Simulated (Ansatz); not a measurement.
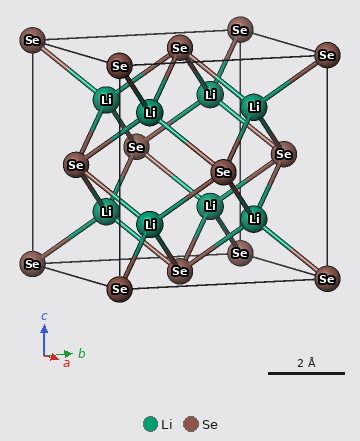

Normal modes of solid Li₂Se (a generated structure), at the zone centre. Style: ball-and-stick. Shown: the conventional cell (4 times the calculation's cell), slightly off an axis. Lengths and directions refer to the drawn axes.

Theory: DFT PBE, scalar-relativistic, plane waves, PAW in Ansatz 0.2.0. (plane-wave cutoff 420 eV; k-point mesh 8 × 8 × 8; occupations fixed; no spin polarisation)

Frequencies are those without the non-analytic (LO–TO) term.

### Give the spectrum at this point.

The calculation's cell holds 3 atoms, so there are 6 optical modes, in 2 levels. The optical modes span T₁u + T₂g. No level is unstable.

```
level  symmetry  frequency (cm⁻¹)         activity
    1       T₁u               271  infrared-active
    2       T₂g               338     Raman-active
```

The modes drawn as arrows (one member of each degenerate set):

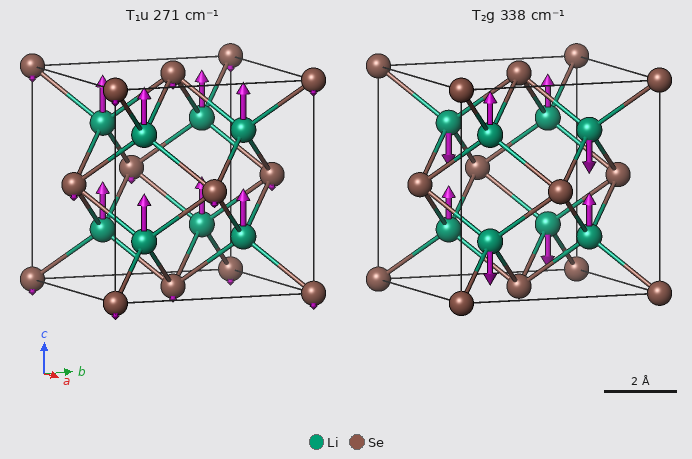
